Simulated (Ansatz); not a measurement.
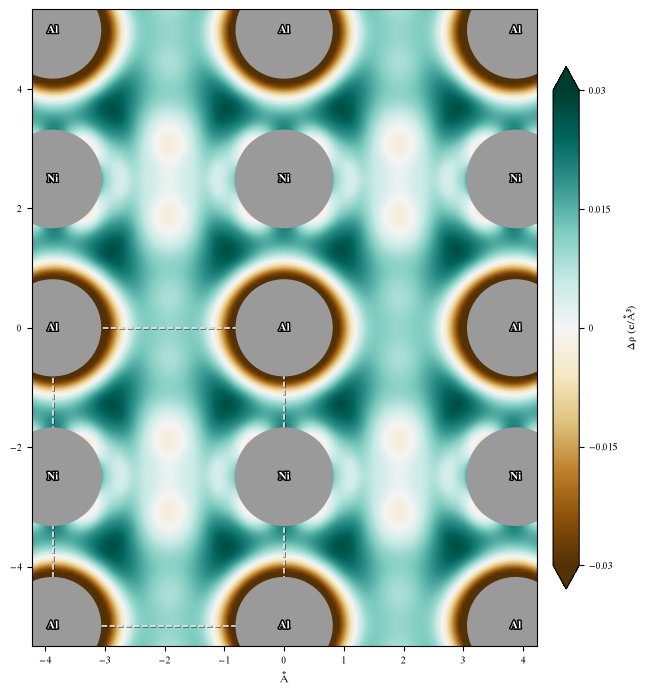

*AlNi. Bonding charge density, ρ(crystal) − Σ ρ(neutral atoms): a map on the (011) plane of the conventional cell, with grey discs over the atomic cores. Cores are masked to 0.8 Å (Al) and 0.8 Å (Ni).*

Space group Cmmm; computed without spin polarisation. The cell comes from a database of computed structures, not from a measurement.

Computed with DFT r2SCAN, scalar-relativistic, plane waves, PAW (Ansatz 0.2.0).

In a PAW calculation such maps are meaningful between the atoms, not at the nuclei.

Question: Read the map: where is density gained and where lost?

Answer: Al–Ni (2.48 Å): Δρ is +0.009 e/Å³ at the midpoint. Al–Al (2.75 Å): Δρ is +0.006 e/Å³ at the midpoint (this contact isn't in the plane drawn). Ni–Ni (2.75 Å): Δρ is +0.017 e/Å³ at the midpoint (this contact isn't in the plane drawn). Over the whole cell, outside the masked cores, the largest gain, 0.03 e/Å³, lies 1.5 Å from a nickel nucleus and 1.6 Å from an aluminium one, and the largest loss lies at the edge of the masked core of Al. In all about 0.13 e an atom is rearranged against the free atoms. Bader charges: Al +1.84 and Ni −1.84 e. Among metals such charges hang on how the charge between the atoms is shared out.

Question: Does the calculation give a gap?

Answer: It is metallic at this level of theory.

Cost of the run: 16 s on 2 threads of Intel(R) Xeon(R) Platinum 8488C (Sapphire Rapids), with other jobs on the host, peak memory 0.54 GiB.
